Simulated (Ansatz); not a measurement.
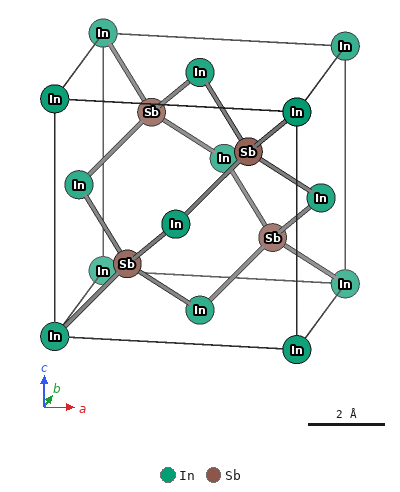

**Figure 1.** The input geometry (ball-and-stick view of the cell 4 times as large as that of the calculation, set on its symmetry axes, seen slightly off an axis). Near neighbours in the crystal (not all of them lie inside the picture): In has 4 Sb at 2.85 Å; Sb has 4 In at 2.85 Å.

InSb: phonon calculation

System: InSb (2 atoms in the cell).
Method: DFT PBEsol, scalar-relativistic, plane waves, PAW, no spin polarisation (Ansatz 0.2.0).

The structure derives from an entry of the Crystallography Open Database. It belongs to a series of runs on one base structure; here: zone-centre phonons at -1 GPa.

**Input file**
```yaml
crystal:
  lattice:
    - [0.0, 3.2875027639, 3.2875027639]
    - [3.2875027639, 0.0, 3.2875027639]
    - [3.2875027639, 3.2875027639, 0.0]
  atoms:
    - { symbol: In, position: [0.0, 0.0, 0.0] }
    - { symbol: Sb, position: [0.75, 0.75, 0.75] }
basis:
  ecutwfc: 420
kpoints:
  mp_grid: { grid: [12, 12, 12] }
hamiltonian:
  xc: pbesol
scf:
  occupations: { method: fermi_dirac, width: 0.15 }
output:
  eigenvalues: true
phonons:
  method: dfpt
  eigenvectors: true
```

Launch command:
```bash
ansatz run input.yaml --threads 1 --pin off --max-ram 3072MiB --backend cpu --events-out ev --progress --plain --runs-dir out
```

**Log**
```
zone centre: on kpoints.mp_grid the ground state, and the responses unless they are solved on pairs of k-points, stand on 163 of the mesh's 1728 k-points, reduced under 8 symmetry operations, with k and −k counted as one. Each operation leaves every solved displacement unchanged or reverses it
Engine: ansatz 0.2.0, aarch64-unknown-linux-gnu
Pseudopotentials: kind: paw
Pseudopotential: In, paw, valence charge 13, recommended cutoff 420 eV (normal), In.paw.azcp
Pseudopotential: Sb, paw, valence charge 15, recommended cutoff 420 eV (normal), Sb.paw.azcp
Functional definition: PBEsol
  exchange = pbesol_x
  correlation = pbesol_c
Crystal: 2 atoms, lattice volume = 71.061 Å³
Basis set: ecut = 420 eV, 1411 PW (Γ), exchange–correlation on 64×64×64 points (8 copies of the dense FFT grid, shifted against one another)
Bands: 18, of which v1, the nominal top of the filled ones, is band 14 counted from 1 (13 counted from 0)
Symmetry: 24 space group operations
k-points: 163 of 1728 (irreducible under 8 space group operations, time reversal used)
Non-local potential: In, projectors of the file, l = 0: 2, l = 1: 2, l = 2: 2, l = 3: 2
Non-local potential: Sb, projectors of the file, l = 0: 2, l = 1: 2, l = 2: 2, l = 3: 2
PAW form: soft (Blöchl's): semilocal exchange-correlation on the pseudo side does not see the compensation charge
PAW frozen core: In, regenerated for the run's functional, and the local potential with it (the file was generated under x = pbe(κ = 0.804, μ = 0.2195149727645171), c = pbe(β = 0.06672455060314922))
PAW frozen core: Sb, regenerated for the run's functional, and the local potential with it (the file was generated under x = pbe(κ = 0.804, μ = 0.2195149727645171), c = pbe(β = 0.06672455060314922))
PAW one-centre angular grid: In, 590 points (default); XC on 64 Gauss nodes
PAW one-centre angular grid: Sb, 590 points (default); XC on 64 Gauss nodes
Initial density: superposition of atomic densities (neutral atoms: chi_scale 0, normalization atom), corrected by the library's trained network
Initial wavefunctions: pseudopotential atomic-orbital guess
Functional: x = pbesol(κ = 0.804, μ = 0.12345679012345678), c = pbesol(β = 0.046)
SCF iter   1: F=—  HF=-11933.651970 eV  |F-HF|=—  |Δ(HF+E_count)|=         —  Δρ=3.53e-3  dr2=1.38e-2  ethr=1.77e-3  ⟨swp⟩=5.7  Hψ=14843  notcnv=0
preconditioner: auto → none  [insulator: Δε(μ)=0.375 eV  Ē_g=13.763 eV  σ=0.150 eV  W_gap=0.55  n_scr=14 (ndim 8)  ℏωp=18.7 eV  f_vac=0.121  D(μ)=0.09/eV (n_scr^D=0)  ε∞_Penn≈2.8]
SCF iter   2: F=—  HF=-11933.645997 eV  |F-HF|=—  |Δ(HF+E_count)|=   5.97e-3  Δρ=1.21e-3  dr2=8.98e-4  ethr=4.91e-5  ⟨swp⟩=2.9  Hψ=6356  notcnv=0
SCF iter   3: F=—  HF=-11933.646193 eV  |F-HF|=—  |Δ(HF+E_count)|=   1.96e-4  Δρ=4.40e-4  dr2=1.47e-4  ethr=3.21e-6  ⟨swp⟩=2.0  Hψ=4404  notcnv=0
SCF iter   4: F=—  HF=-11933.646245 eV  |F-HF|=—  |Δ(HF+E_count)|=   5.17e-5  Δρ=1.74e-4  dr2=1.60e-5  ethr=5.25e-7  ⟨swp⟩=2.1  Hψ=4400  notcnv=0
SCF iter   5: F=—  HF=-11933.646266 eV  |F-HF|=—  |Δ(HF+E_count)|=   2.16e-5  Δρ=1.66e-5  dr2=1.33e-7  ethr=5.70e-8  ⟨swp⟩=2.0  Hψ=3661  notcnv=0
SCF iter   6: F=—  HF=-11933.646266 eV  |F-HF|=—  |Δ(HF+E_count)|=   3.19e-7  Δρ=3.91e-6  dr2=7.63e-9  ethr=4.74e-10  ⟨swp⟩=2.0  Hψ=4483  notcnv=0
SCF iter   7: F=—  HF=-11933.646266 eV  |F-HF|=—  |Δ(HF+E_count)|=   6.49e-9  Δρ=7.15e-7  dr2=2.30e-10  ethr=2.73e-11  ⟨swp⟩=2.0  Hψ=4453  notcnv=0
SCF iter   8: F=-11933.646266 eV  HF=-11933.646266 eV  |F-HF|=0.00e0  |Δ(HF+E_count)|=  5.60e-10  Δρ=5.26e-8  dr2=1.50e-12  ethr=1.00e-12  ⟨swp⟩=4.9  Hψ=15855  notcnv=0
SCF 1 converged in 8 iterations: F = -11933.646266 eV  dr2 = 1.50e-12
  greatest PAW one-centre occupation: 0.996 electrons in one spin orbital (limit 2), on the Sb atom at site 1 (counted from 0), in its partial waves of l = 2
```

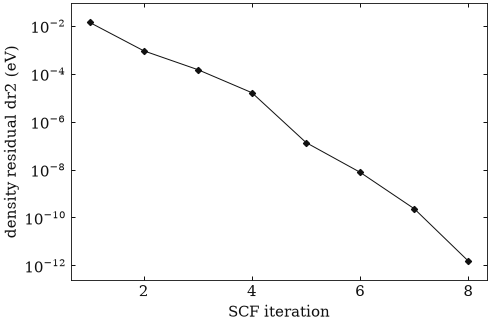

**Figure 2.** Convergence of the self-consistent field: density residual dr2 against the SCF iteration. The residual falls at every step.

```
DFPT response loops at Γ: preconditioner auto → Kerker (q_TF=auto, 2.336 Å⁻¹) (partly filled bands, converged f_vac=0.106); β = 1.00, the filter's whole step (`scf.mixing.beta` (0.50) is not read by the response loops under this deck's `scf.mixing.preconditioner`; to damp them name `kerker` or `kerker_dos`, under which they read `scf.mixing.beta`, and type it under 1.00, their step now; both keys bind the ground state too); Broyden in place of MSR1
SCF converged after 8 iterations
Free energy (F): -11933.646266 eV
Harris-Foulkes:  -11933.646266 eV  (|F-HF|=0.00e0)
Internal energy: -11933.638121 eV  (E = F + TS)
E sigma→0 (E₀):  -11933.642194 eV
Entropy (-TS):   -0.008145 eV (-4.072 meV/atom)
Fermi energy:    6.911345 eV
--- Per-component energies (eV) ---
  E_band       = -276.695533
  E_kinetic    = 450.293061
  E_local      = -3258.284464  (includes V_loc(G=0)·N_el)
  E_nonlocal   = 732.858083
  E_hartree    = 1396.357876
  E_xc         = -350.286684
  E_vxc        = -195.658442  (∫ρ·V_xc dr)
  E_paw        = -8584.568194  (= ΣΔE_a)
  E_vpaw       = -798.619574  (= ΣTr[D̂ρ^β])
  E_aug_tail   = 0.000024  (compensation charges beyond the density's cutoff)
  E_ewald      = -2320.575583
  E_core_change = 0.567760  (= ΣΔE_core)
  E_smearing   = -0.008145  (= −TS)
  E_closure    = -0.000000  (closes the sum)
  Σ components = -11933.646266   (vs F -11933.646266, Δ=0.00e0)
--- Band table (eV; the first three rows and the last of 163) ---
  k-point 0: bands = ["-21.7751", "-21.7751", "-21.7751", "-21.7607", "-21.7607", "-7.7637", "-7.7637", "-7.7637", "-7.6888", "-7.6888", "-3.7943", "6.1700", "6.6852", "6.6852", "6.6852", "9.6351", "9.6351", "9.6351"]
  k-point 1: bands = ["-21.7751", "-21.7751", "-21.7751", "-21.7607", "-21.7607", "-7.7666", "-7.7624", "-7.7624", "-7.6889", "-7.6889", "-3.7347", "5.3164", "6.5926", "6.5926", "7.2559", "9.7354", "9.7665", "9.7665"]
  k-point 2: bands = ["-21.7751", "-21.7749", "-21.7749", "-21.7606", "-21.7606", "-7.7743", "-7.7589", "-7.7589", "-7.6892", "-7.6892", "-3.5609", "4.1898", "6.3737", "6.3737", "7.5041", "10.0658", "10.0658", "10.2702"]
  k-point 162: bands = ["-21.7749", "-21.7748", "-21.7733", "-21.7606", "-21.7597", "-7.8238", "-7.7372", "-7.7275", "-7.6968", "-7.6878", "-1.9493", "1.0390", "3.9840", "4.1148", "10.0144", "10.6021", "10.7794", "11.5649"]
--- Phonons (Γ-DFPT): 2 representative perturbations + reference, on 163 of 1728 k-points (Σ response iterations 6) ---
  k mesh reduced under 8 symmetry operations, with k and −k counted as one. Each operation leaves every solved displacement unchanged or reverses it
  ASR residual: 1.783e-4 → 0.000e0 eV/Å²; symmetrization residual: 4.404e-5 eV/Å²
  ASR residual per site (eV/Å²): 1.78e-4 4.68e-5
  Γ frequencies (cm⁻¹): 0.00 0.00 0.00 166.51 166.51 166.51
  non-analytic LO–TO correction: not included (Born effective charges unavailable; polar crystals: no LO–TO splitting at Γ)
```

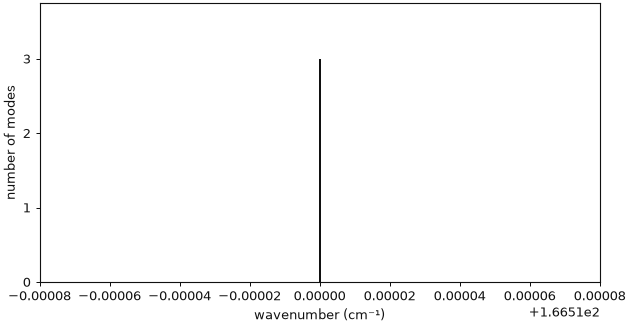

**Figure 3.** Optical phonons at the zone centre (no LO–TO term); neighbouring modes closer than 3 cm⁻¹ are counted in one stick. 3 modes from 167 to 167 cm⁻¹, none imaginary.

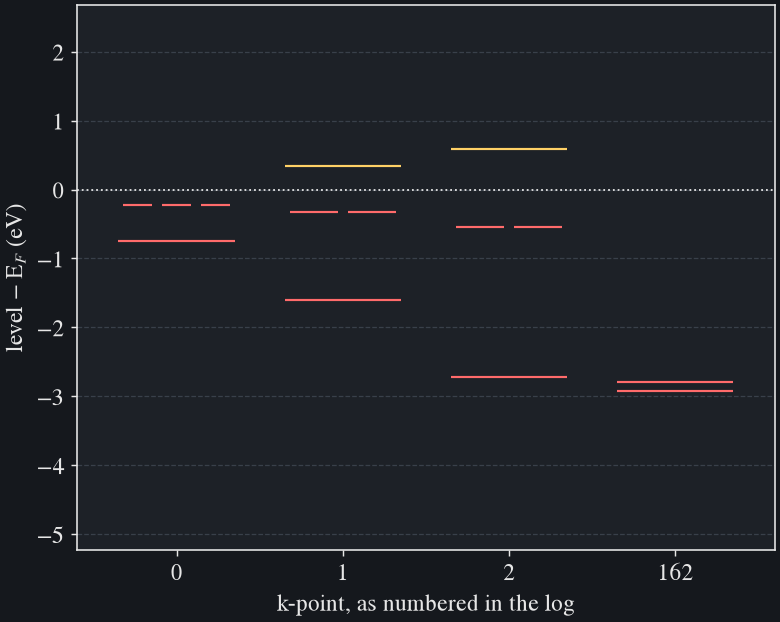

**Figure 4.** Kohn–Sham levels near the Fermi level (dotted) at the few k-points that the log prints; levels within 0.02 eV of each other stand side by side. The system is metallic on the full mesh.

**Key numbers**

```csv
quantity,value
outcome,converged
space group (tolerance 0.01 Å),F-43m (216)
electrons treated,28
free energy,−11933.6463 eV
Fermi energy,6.911 eV
gap on the k-point mesh,none (metallic)
hardware,"1 thread of Arm Neoverse V2, 128 GiB of memory available, shared host"
wall time,78 s
peak memory,0.91 GiB
```

Results for this metal are sensitive to the k-point mesh.
